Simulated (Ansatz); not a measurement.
**Energy of TiSi along a strain of the cell**

System: TiSi (Cmmm, 2 atoms in the cell).
Method: DFT PBEsol, scalar-relativistic, plane waves, PAW, no spin polarisation (Ansatz 0.2.0).

The 5 runs differ only in the geometry, by a strain of the cell at fixed fractional positions. Against run 3, the strain is εxx = η and εyy = η. The structure derives from a Materials Project entry.

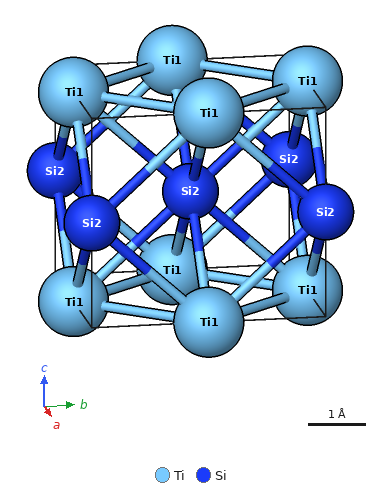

Figure 1. The structure of run 3 (ball-and-stick view of the cell 2 times as large as that of the calculation, set on its symmetry axes, seen slightly off an axis; atoms are numbered from 1 in the order of the input). An atom can appear more than once, as a periodic image.

### Input of run 3
```yaml
crystal:
  lattice:
    - [1.816178, -2.117624, 0.0]
    - [1.816178, 2.117624, 0.0]
    - [0.0, 0.0, 3.86099301]
  atoms:
    - { symbol: Ti, position: [0.5, 0.5, 0.0] }
    - { symbol: Si, position: [0.0, 0.0, 0.5] }
basis:
  ecutwfc: 420
kpoints:
  mp_grid: { grid: [18, 18, 12] }
hamiltonian:
  xc: pbesol
scf:
  occupations: { method: gaussian, width: 0.15 }
output:
  forces: true
  stress: true
  eigenvalues: true
```

Command:
```bash
ansatz run input.yaml --threads 1 --pin off --max-ram 2560MiB --backend cpu --events-out ev --progress --plain --runs-dir out
```

Lattice vectors (Å) and fractional positions of run 3:
```
   1.816178   -2.117624    0.000000
   1.816178    2.117624    0.000000
   0.000000    0.000000    3.860993
Ti  0.500000  0.500000  0.000000
Si  0.000000  0.000000  0.500000
```

Run 4 differs from it as follows:
```diff
-    - [1.816178, -2.117624, 0.0]
-    - [1.816178, 2.117624, 0.0]
+    - [1.84342067, -2.14938836, 0.0]
+    - [1.84342067, 2.14938836, 0.0]
```

### Results, with one run withheld

```csv
run,strain parameter η (%),"free energy per atom, from the lowest run given (meV)",pressure (GPa)
1,−3.0000,1.05,1.38
2,−1.5000,0.00,−2.82
3,0.0000,10.89,−6.43
4,1.5000,?,?
5,3.0000,63.04,−12.21
```

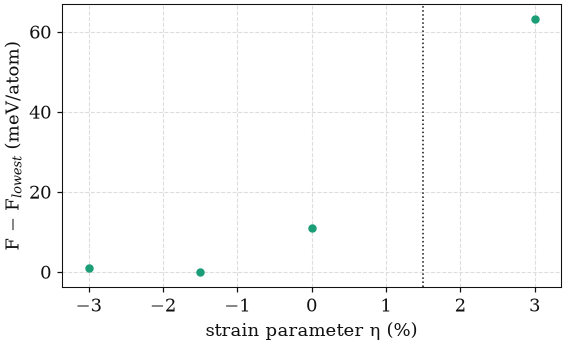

Figure 2. Free energy per atom of the runs given; the dotted line marks run 4.

Fit the runs given and predict run 4.

A quadratic polynomial in the coordinate, fitted to the 4 runs given, misses them by at most 0.40 meV per atom. With x = η + 0.3750, it reads F = 7.0404 + 8.5811 x + 2.3781 x² (meV per atom). At run 4 it gives 31.49 meV per atom, and the run itself gives 32.29. The fit has its minimum at η = −2.1792 %. The miss comes from the order of the polynomial or from scatter in that run; these data can't tell which.

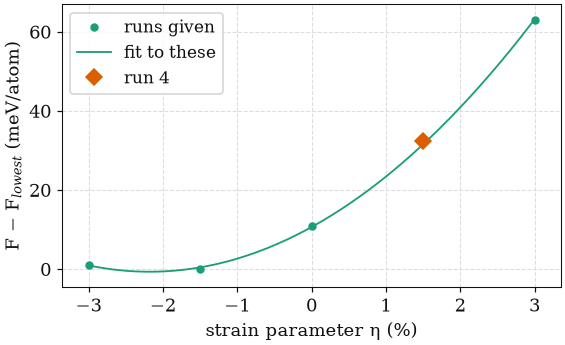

Figure 3. The fit and the withheld run.

### Output, shortened to warnings, some set-up lines, iterations and results (run 4)
```
Basis set: ecut = 420 eV, 589 PW (Γ), exchange–correlation on 40×40×54 points (8 copies of the dense FFT grid, shifted against one another)
Symmetry: 8 space group operations
k-points: 637 of 3888
Initial density: superposition of atomic densities (neutral atoms: chi_scale 0, normalization atom), corrected by the library's trained network
[...]
SCF iter   1: F=—  HF=-3096.570755 eV  |F-HF|=—  |Δ(HF+E_count)|=         —  Δρ=6.95e-3  dr2=1.22e-2  ethr=1.77e-3  ⟨swp⟩=5.0  Hψ=40671  notcnv=0
SCF iter   2: F=—  HF=-3096.568122 eV  |F-HF|=—  |Δ(HF+E_count)|=   2.63e-3  Δρ=3.41e-3  dr2=3.11e-3  ethr=7.63e-5  ⟨swp⟩=1.0  Hψ=12740  notcnv=0
SCF iter   3: F=—  HF=-3096.567474 eV  |F-HF|=—  |Δ(HF+E_count)|=   6.48e-4  Δρ=2.21e-4  dr2=1.28e-5  ethr=1.94e-5  ⟨swp⟩=2.7  Hψ=12030  notcnv=0
SCF iter   4: F=—  HF=-3096.567411 eV  |F-HF|=—  |Δ(HF+E_count)|=   6.35e-5  Δρ=7.66e-5  dr2=3.59e-6  ethr=8.03e-8  ⟨swp⟩=2.0  Hψ=10836  notcnv=0
SCF iter   5: F=-3096.567410 eV  HF=-3096.567410 eV  |F-HF|=1.65e-8  |Δ(HF+E_count)|=   1.14e-6  Δρ=1.33e-5  dr2=2.53e-8  ethr=2.24e-8  ⟨swp⟩=2.0  Hψ=10102  notcnv=0
SCF iter   6: F=-3096.567410 eV  HF=-3096.567410 eV  |F-HF|=1.96e-9  |Δ(HF+E_count)|=   2.01e-8  Δρ=2.73e-6  dr2=2.49e-9  ethr=1.58e-10  ⟨swp⟩=1.6  Hψ=23676  notcnv=0
SCF 1 converged in 6 iterations: F = -3096.567410 eV  dr2 = 2.49e-9
SCF converged after 6 iterations
Free energy (F): -3096.567410 eV
Harris-Foulkes:  -3096.567410 eV  (|F-HF|=1.96e-9)
Internal energy: -3096.554347 eV  (E = F + TS)
E sigma→0 (E₀):  -3096.560878 eV
Entropy (-TS):   -0.013063 eV (-6.531 meV/atom)
Fermi energy:    12.583827 eV
--- Per-component energies (eV) ---
  E_band       = -139.684737
  E_kinetic    = 314.188063
  E_local      = -983.004094  (includes V_loc(G=0)·N_el)
  E_nonlocal   = 34.925551
  E_hartree    = 418.735672
  E_xc         = -152.657246
  E_vxc        = -170.035862  (∫ρ·V_xc dr)
  E_paw        = -1521.487304  (= ΣΔE_a)
  E_vpaw       = -173.228230  (= ΣTr[D̂ρ^β])
  E_aug_tail   = 0.000131  (compensation charges beyond the density's cutoff)
  E_ewald      = -1207.426066
  E_core_change = 0.170945  (= ΣΔE_core)
  E_smearing   = -0.013063  (= −TS)
  E_closure    = 0.000000  (closes the sum)
  Σ components = -3096.567410   (vs F -3096.567410, Δ=0.00e0)
--- Forces (eV/Å), atoms counted from 1 ---
  atom   1  Ti     0.00000000     0.00000000     0.00000000
  atom   2  Si     0.00000000     0.00000000     0.00000000
  max |Σ_I F_I| component: 1.26e-29 eV/Å
--- Stress (GPa, compression-positive) ---
       -9.763316       0.000000       0.000000
        0.000000      -8.840680       0.000000
        0.000000       0.000000      -9.981371
  P = ⅓ Tr σ = -9.5285 GPa (-95.285 kbar)
```
